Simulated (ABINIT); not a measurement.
## Run report: CoO, geometry relaxation (part 2 of 4)

Continued. System: CoO (I4/mmm, 2 atoms in the cell). Method: Kohn-Sham DFT of a periodic cell, PBEsol, PseudoDojo NC SR PBEsol v0.4.1 standard, spin-polarised (ABINIT 10.8.3); cutoff 1306.15 eV, 9×9×9 k-mesh, fermi-dirac of 0.05 eV, collinear spins. The structure derives from an entry of the Crystallography Open Database.

Geometry of the input (Å; fractional positions):
```
-1.5080  1.5080  2.1072
1.5080  -1.5080  2.1072
1.5080  1.5080  -2.1072
Co 0.0000  0.0000  0.0000
O  0.5000  0.5000  0.0000
```

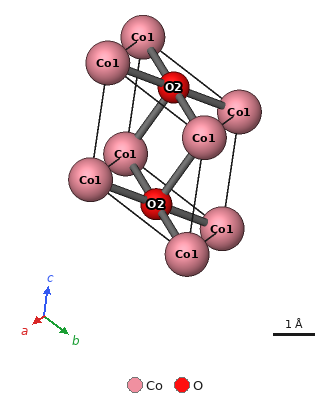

Fig. 1: The input geometry (ball-and-stick view of the cell of the calculation, seen slightly off an axis; atoms are numbered from 1 in the order of the input). An atom can appear more than once, as a periodic image.

Log, continued
```
     iter   Etot(hartree)      deltaE(h)  residm     vres2   difmagsph maxmagsph
 ETOT  1  -169.03323248204    -1.690E+02 3.743E-01 6.214E+02 1.564E+00 1.564E+00
 ETOT  2  -168.72008133760     3.132E-01 6.285E-02 7.097E+03 7.014E-01 8.631E-01
 ETOT  3  -169.25121331702    -5.311E-01 5.538E-03 1.393E+02 9.923E-01 1.855E+00
 ETOT  4  -169.26464908761    -1.344E-02 2.357E-03 8.033E+00 1.002E-01 1.956E+00
 ETOT  5  -169.26617887521    -1.530E-03 4.153E-04 2.838E+01 3.221E-01 2.278E+00
 ETOT  6  -169.26820139511    -2.023E-03 4.495E-04 1.500E+01 1.659E-01 2.444E+00
 ETOT  7  -169.26929380620    -1.092E-03 1.744E-04 2.003E+00 1.472E-01 2.591E+00
 ETOT  8  -169.26932922030    -3.541E-05 1.560E-04 1.752E+00 4.934E-02 2.541E+00
 ETOT  9  -169.26943495081    -1.057E-04 5.889E-05 2.169E-01 7.266E-03 2.538E+00
 ETOT 10  -169.26946227116    -2.732E-05 6.634E-05 8.392E-02 3.370E-02 2.572E+00
 ETOT 11  -169.26946880336    -6.532E-06 5.000E-05 4.570E-03 5.776E-03 2.566E+00
 ETOT 12  -169.26946910712    -3.038E-07 4.957E-05 5.745E-04 2.613E-03 2.563E+00
 ETOT 13  -169.26946917096    -6.384E-08 4.464E-05 2.758E-05 9.575E-04 2.564E+00
 ETOT 14  -169.26946917294    -1.978E-09 4.287E-05 6.530E-08 5.490E-05 2.564E+00
 ETOT 15  -169.26946917295    -5.969E-12 3.962E-05 8.176E-08 5.923E-06 2.564E+00
 ETOT 16  -169.26946917295    -4.263E-12 3.645E-05 6.100E-09 3.059E-06 2.564E+00
 ETOT 17  -169.26946917295    -4.491E-12 3.453E-05 5.805E-10 1.170E-06 2.564E+00
 ETOT 18  -169.26946917295     7.674E-12 3.053E-05 7.026E-11 3.472E-07 2.564E+00
 ETOT 19  -169.26946917295    -6.168E-12 2.960E-05 4.159E-13 1.084E-07 2.564E+00

 At SCF step   19       vres2   =  4.16E-13 < tolvrs=  1.00E-12 =>converged.

 Cartesian components of stress tensor (hartree/bohr^3)
  sigma(1 1)=  3.26327810E-04  sigma(3 2)=  0.00000000E+00
  sigma(2 2)=  3.26327810E-04  sigma(3 1)=  0.00000000E+00
  sigma(3 3)=  3.08408145E-04  sigma(2 1)=  0.00000000E+00

--- !ResultsGS
iteration_state: {dtset: 1, itime: 1, icycle: 1, }
comment   : Summary of ground state results
lattice_vectors:
- [ -2.8497070,   2.8497070,   3.9821207, ]
- [  2.8497070,  -2.8497070,   3.9821207, ]
- [  2.8497070,   2.8497070,  -3.9821207, ]
lattice_lengths: [   5.66559,    5.66559,    5.66559, ]
lattice_angles: [119.605, 119.605,  90.686, ] # degrees, (23, 13, 12)
lattice_volume:   1.2935250E+02
convergence: {deltae: -6.168E-12, res2:  4.159E-13, residm:  2.960E-05, diffor: null, }
etotal    :  -1.69269469E+02
entropy   :   0.00000000E+00
fermie    :   3.29338758E-01
cartesian_stress_tensor: # hartree/bohr^3
- [  3.26327810E-04,   0.00000000E+00,   0.00000000E+00, ]
- [  0.00000000E+00,   3.26327810E-04,   0.00000000E+00, ]
- [  0.00000000E+00,   0.00000000E+00,   3.08408145E-04, ]
pressure_GPa:  -9.4252E+00
xred      :
- [  0.0000E+00,   0.0000E+00,   0.0000E+00, Co]
- [  5.0000E-01,   5.0000E-01,  -1.1798E-17,  O]
cartesian_forces: # hartree/bohr
- [ -0.00000000E+00,  -0.00000000E+00,  -0.00000000E+00, ]
- [ -0.00000000E+00,  -0.00000000E+00,  -0.00000000E+00, ]
force_length_stats: {min:   0.00000000E+00, max:   0.00000000E+00, mean:   0.00000000E+00, }
...

 Integrated electronic and magnetization densities in atomic spheres:
 ------------------------------------------------------------------------------------------------------------
 Radius=ratsph(iatom), smearing ratsm=  0.0000. Diff(up-dn)=approximate z local magnetic moment.
    Atom    Radius    up_density   dn_density  Total(up+dn)  Diff(up-dn)
    1 Co   2.00000     8.796414     6.232079     15.028494     2.564335
    2  O   2.00000     3.276345     2.913488      6.189833     0.362858
 ------------------------------------------------------------------------------------------------------------
  Sum:                12.072760     9.145567     21.218327     2.927193
 Total magnetization (from the atomic spheres):                2.927193
 Total magnetization (exact up - dn):                          2.968471

---OUTPUT-----------------------------------------------------------------------

 Cartesian coordinates (xcart) [bohr]
  0.00000000000000E+00  0.00000000000000E+00  0.00000000000000E+00
 -1.27957253799781E-16  6.07156004068702E-17  3.98212072300000E+00
 Reduced coordinates (xred)
  0.00000000000000E+00  0.00000000000000E+00  0.00000000000000E+00
  5.00000000000000E-01  5.00000000000000E-01 -1.17979942305742E-17
 Cartesian forces (fcart) [Ha/bohr]; max,rms= 0.00000E+00 0.00000E+00 (free atoms)
 -0.00000000000000E+00 -0.00000000000000E+00 -0.00000000000000E+00
 -0.00000000000000E+00 -0.00000000000000E+00 -0.00000000000000E+00
 Gradient of E wrt nuclear positions in reduced coordinates (gred)
 -0.00000000000000E+00 -0.00000000000000E+00 -0.00000000000000E+00
 -0.00000000000000E+00 -0.00000000000000E+00 -0.00000000000000E+00
 Scale of Primitive Cell (acell) [bohr]
  1.00000000000000E+00  1.00000000000000E+00  1.00000000000000E+00
 Real space primitive translations (rprimd) [bohr]
 -2.84970699590000E+00  2.84970699590000E+00  3.98212072300000E+00
  2.84970699590000E+00 -2.84970699590000E+00  3.98212072300000E+00
  2.84970699590000E+00  2.84970699590000E+00 -3.98212072300000E+00
 Unitary Cell Volume (ucvol) [Bohr^3]=  1.29352501126226E+02
 Angles (23,13,12)= [degrees]
  1.19604665203675E+02  1.19604665203675E+02  9.06861147966499E+01
 Lengths [Bohr]
  5.66559311789232E+00  5.66559311789232E+00  5.66559311789232E+00
 Stress tensor in cartesian coordinates (strten) [Ha/bohr^3]
  3.26327810414959E-04  0.00000000000000E+00  0.00000000000000E+00
  0.00000000000000E+00  3.26327810414952E-04  0.00000000000000E+00
  0.00000000000000E+00  0.00000000000000E+00  3.08408144707430E-04
 Total energy (etotal) [Ha]= -1.69269469172953E+02

--- Iteration: ( 2/50) Internal Cycle: (1/1)
--------------------------------------------------------------------------------

---SELF-CONSISTENT-FIELD CONVERGENCE--------------------------------------------

--- !BeginCycle
iteration_state: {dtset: 1, itime: 2, icycle: 1, }
solver: {iscf: 7, nstep: 80, nline: 4, wfoptalg: 0, }
tolerances: {tolvrs: 1.00E-12, }
...

     iter   Etot(hartree)      deltaE(h)  residm     vres2   difmagsph maxmagsph
 ETOT  1  -168.91703480964    -1.689E+02 8.884E+01 4.789E+03 1.514E+00 1.514E+00
 ETOT  2  -166.80069499964     2.116E+00 1.040E-02 3.355E+04 1.060E+00 2.575E+00
 ETOT  3  -169.26277221939    -2.462E+00 3.229E-02 9.503E+01 1.770E-01 2.398E+00
 ETOT  4  -169.26810399906    -5.332E-03 6.427E-04 2.475E+01 1.413E-02 2.411E+00
 ETOT  5  -169.26901245221    -9.085E-04 5.432E-05 2.067E+01 6.594E-02 2.477E+00
 ETOT  6  -169.27025177055    -1.239E-03 4.065E-05 1.453E+00 2.195E-02 2.499E+00
 ETOT  7  -169.27035566999    -1.039E-04 2.298E-05 5.612E-02 1.077E-02 2.510E+00
 ETOT  8  -169.27036128027    -5.610E-06 1.255E-05 3.303E-03 7.628E-03 2.517E+00
 ETOT  9  -169.27036188481    -6.045E-07 1.576E-05 2.532E-04 3.015E-03 2.520E+00
 ETOT 10  -169.27036192223    -3.742E-08 9.531E-06 9.760E-05 7.015E-04 2.521E+00
 ETOT 11  -169.27036192829    -6.054E-09 1.284E-05 1.992E-06 1.002E-04 2.521E+00
 ETOT 12  -169.27036192844    -1.558E-10 7.109E-06 1.759E-06 4.947E-05 2.521E+00
 ETOT 13  -169.27036192855    -1.089E-10 1.042E-05 1.668E-09 1.339E-05 2.521E+00
 ETOT 14  -169.27036192856    -1.933E-12 5.557E-06 4.923E-11 2.781E-07 2.521E+00
 ETOT 15  -169.27036192856    -7.248E-12 8.384E-06 1.497E-12 3.055E-07 2.521E+00
 ETOT 16  -169.27036192856     3.013E-12 4.480E-06 2.667E-13 8.097E-08 2.521E+00

 At SCF step   16       vres2   =  2.67E-13 < tolvrs=  1.00E-12 =>converged.

 Cartesian components of stress tensor (hartree/bohr^3)
  sigma(1 1)=  1.67022640E-04  sigma(3 2)=  0.00000000E+00
  sigma(2 2)=  1.67022640E-04  sigma(3 1)=  0.00000000E+00
  sigma(3 3)=  1.50333305E-04  sigma(2 1)=  0.00000000E+00

--- !ResultsGS
iteration_state: {dtset: 1, itime: 2, icycle: 1, }
comment   : Summary of ground state results
lattice_vectors:
- [ -2.8218088,   2.8218088,   3.9452772, ]
- [  2.8218088,  -2.8218088,   3.9452772, ]
- [  2.8218088,   2.8218088,  -3.9452772, ]
lattice_lengths: [   5.61163,    5.61163,    5.61163, ]
lattice_angles: [119.623, 119.623,  90.655, ] # degrees, (23, 13, 12)
lattice_volume:   1.2565874E+02
convergence: {deltae:  3.013E-12, res2:  2.667E-13, residm:  4.480E-06, diffor: null, }
etotal    :  -1.69270362E+02
entropy   :   0.00000000E+00
fermie    :   3.45514482E-01
cartesian_stress_tensor: # hartree/bohr^3
- [  1.67022640E-04,   0.00000000E+00,   0.00000000E+00, ]
- [  0.00000000E+00,   1.67022640E-04,   0.00000000E+00, ]
- [  0.00000000E+00,   0.00000000E+00,   1.50333305E-04, ]
pressure_GPa:  -4.7503E+00
xred      :
- [  0.0000E+00,   0.0000E+00,   0.0000E+00, Co]
- [  5.0000E-01,   5.0000E-01,  -1.1798E-17,  O]
cartesian_forces: # hartree/bohr
- [  1.74724120E-31,   3.49448240E-31,   1.24969183E-31, ]
- [ -1.74724120E-31,  -3.49448240E-31,  -1.24969183E-31, ]
force_length_stats: {min:   4.10194938E-31, max:   4.10194938E-31, mean:   4.10194938E-31, }
...

 Integrated electronic and magnetization densities in atomic spheres:
 ------------------------------------------------------------------------------------------------------------
 Radius=ratsph(iatom), smearing ratsm=  0.0000. Diff(up-dn)=approximate z local magnetic moment.
    Atom    Radius    up_density   dn_density  Total(up+dn)  Diff(up-dn)
    1 Co   2.00000     8.789810     6.269021     15.058831     2.520788
    2  O   2.00000     3.285809     2.936850      6.222659     0.348958
 ------------------------------------------------------------------------------------------------------------
  Sum:                12.075618     9.205872     21.281490     2.869747
 Total magnetization (from the atomic spheres):                2.869747
 Total magnetization (exact up - dn):                          2.907104

---OUTPUT-----------------------------------------------------------------------

 Cartesian coordinates (xcart) [bohr]
  0.00000000000000E+00  0.00000000000000E+00  0.00000000000000E+00
 -1.24530793593816E-16  5.79474248465169E-17  3.94527716907456E+00
 Reduced coordinates (xred)
  0.00000000000000E+00  0.00000000000000E+00  0.00000000000000E+00
  5.00000000000000E-01  5.00000000000000E-01 -1.17979942305742E-17
 Cartesian forces (fcart) [Ha/bohr]; max,rms= 3.49448E-31 2.36826E-31 (free atoms)
  1.74724119994692E-31  3.49448239989383E-31  1.24969183313117E-31
 -1.74724119994692E-31 -3.49448239989383E-31 -1.24969183313117E-31
 Gradient of E wrt nuclear positions in reduced coordinates (gred)
 -9.86076131526265E-31  1.55909888376342E-46 -9.86076131526265E-31
  9.86076131526265E-31 -1.55909888376342E-46  9.86076131526265E-31
 Scale of Primitive Cell (acell) [bohr]
  5.61163275358630E+00  5.61163275358630E+00  5.61163275358630E+00
 Real space primitive translations (rprimd) [bohr]
 -2.82180883657111E+00  2.82180883657111E+00  3.94527716907456E+00
  2.82180883657111E+00 -2.82180883657111E+00  3.94527716907456E+00
  2.82180883657111E+00  2.82180883657111E+00 -3.94527716907456E+00
 Unitary Cell Volume (ucvol) [Bohr^3]=  1.25658736589738E+02
 Angles (23,13,12)= [degrees]
  1.19622547801315E+02  1.19622547801315E+02  9.06550192069721E+01
 Lengths [Bohr]
  5.61163275358630E+00  5.61163275358630E+00  5.61163275358630E+00
 Stress tensor in cartesian coordinates (strten) [Ha/bohr^3]
  1.67022639921084E-04  0.00000000000000E+00  0.00000000000000E+00
  0.00000000000000E+00  1.67022639921070E-04  0.00000000000000E+00
  0.00000000000000E+00  0.00000000000000E+00  1.50333304902023E-04
 Total energy (etotal) [Ha]= -1.69270361928560E+02

 Difference of energy with previous step (new-old):
           Absolute (Ha)=-8.92756E-04
           Relative     =-5.27415E-06

--- Iteration: ( 3/50) Internal Cycle: (1/1)
--------------------------------------------------------------------------------

---SELF-CONSISTENT-FIELD CONVERGENCE--------------------------------------------

--- !BeginCycle
iteration_state: {dtset: 1, itime: 3, icycle: 1, }
solver: {iscf: 7, nstep: 80, nline: 4, wfoptalg: 0, }
tolerances: {tolvrs: 1.00E-12, }
...

     iter   Etot(hartree)      deltaE(h)  residm     vres2   difmagsph maxmagsph
 ETOT  1  -168.97626184484    -1.690E+02 2.007E+03 4.078E+03 1.553E+00 1.553E+00
 ETOT  2  -167.37334752463     1.603E+00 4.829E-03 2.641E+04 1.176E+00 2.729E+00
 ETOT  3  -169.26533648138    -1.892E+00 2.641E-02 7.039E+01 3.619E-01 2.367E+00
 ETOT  4  -169.26919995078    -3.863E-03 4.171E-04 1.445E+01 1.884E-02 2.386E+00
 ETOT  5  -169.26997646185    -7.765E-04 4.012E-05 1.046E+01 3.620E-02 2.422E+00
 ETOT  6  -169.27061398710    -6.375E-04 2.214E-05 4.608E-01 1.250E-02 2.435E+00
 ETOT  7  -169.27064762599    -3.364E-05 6.447E-06 2.757E-02 1.031E-02 2.445E+00
 ETOT  8  -169.27065053893    -2.913E-06 1.492E-06 5.879E-04 7.124E-03 2.452E+00
 ETOT  9  -169.27065061856    -7.963E-08 3.328E-06 1.606E-04 7.972E-04 2.453E+00
 ETOT 10  -169.27065063744    -1.888E-08 1.210E-06 6.854E-05 3.273E-04 2.453E+00
 ETOT 11  -169.27065064191    -4.472E-09 1.919E-06 5.906E-07 1.258E-04 2.453E+00
 ETOT 12  -169.27065064199    -7.302E-11 1.091E-06 1.690E-07 3.008E-05 2.453E+00
 ETOT 13  -169.27065064200    -1.234E-11 1.668E-06 5.152E-10 5.625E-06 2.453E+00
 ETOT 14  -169.27065064200    -3.212E-12 9.822E-07 7.569E-11 4.537E-07 2.453E+00
 ETOT 15  -169.27065064200    -2.501E-12 1.442E-06 7.007E-12 4.672E-08 2.453E+00
 ETOT 16  -169.27065064201    -1.421E-12 8.654E-07 2.050E-13 7.315E-08 2.453E+00

 At SCF step   16       vres2   =  2.05E-13 < tolvrs=  1.00E-12 =>converged.

 Cartesian components of stress tensor (hartree/bohr^3)
  sigma(1 1)=  8.15946041E-06  sigma(3 2)=  0.00000000E+00
  sigma(2 2)=  8.15946041E-06  sigma(3 1)=  0.00000000E+00
  sigma(3 3)= -1.62324501E-05  sigma(2 1)=  0.00000000E+00

--- !ResultsGS
iteration_state: {dtset: 1, itime: 3, icycle: 1, }
comment   : Summary of ground state results
lattice_vectors:
- [ -2.7946029,   2.7946029,   3.9110582, ]
- [  2.7946029,  -2.7946029,   3.9110582, ]
- [  2.7946029,   2.7946029,  -3.9110582, ]
lattice_lengths: [   5.56021,    5.56021,    5.56021, ]
lattice_angles: [119.655, 119.655,  90.599, ] # degrees, (23, 13, 12)
lattice_volume:   1.2217841E+02
convergence: {deltae: -1.421E-12, res2:  2.050E-13, residm:  8.654E-07, diffor: null, }
etotal    :  -1.69270651E+02
entropy   :   0.00000000E+00
fermie    :   3.61636109E-01
cartesian_stress_tensor: # hartree/bohr^3
- [  8.15946041E-06,   0.00000000E+00,   0.00000000E+00, ]
- [  0.00000000E+00,   8.15946041E-06,   0.00000000E+00, ]
- [  0.00000000E+00,   0.00000000E+00,  -1.62324501E-05, ]
pressure_GPa:  -8.4802E-04
xred      :
- [  1.4950E-31,   8.9987E-32,   1.7853E-31, Co]
- [  5.0000E-01,   5.0000E-01,  -1.1798E-17,  O]
cartesian_forces: # hartree/bohr
- [ -2.82280139E-31,  -2.82280139E-31,  -2.01700122E-31, ]
- [  2.82280139E-31,   2.82280139E-31,   2.01700122E-31, ]
force_length_stats: {min:   4.47266244E-31, max:   4.47266244E-31, mean:   4.47266244E-31, }
...

 Integrated electronic and magnetization densities in atomic spheres:
 ------------------------------------------------------------------------------------------------------------
 Radius=ratsph(iatom), smearing ratsm=  0.0000. Diff(up-dn)=approximate z local magnetic moment.
    Atom    Radius    up_density   dn_density  Total(up+dn)  Diff(up-dn)
    1 Co   2.00000     8.770024     6.317170     15.087195     2.452854
    2  O   2.00000     3.288032     2.960919      6.248951     0.327114
 ------------------------------------------------------------------------------------------------------------
  Sum:                12.058057     9.278089     21.336146     2.779968
 Total magnetization (from the atomic spheres):                2.779968
 Total magnetization (exact up - dn):                          2.813868

---OUTPUT-----------------------------------------------------------------------
```
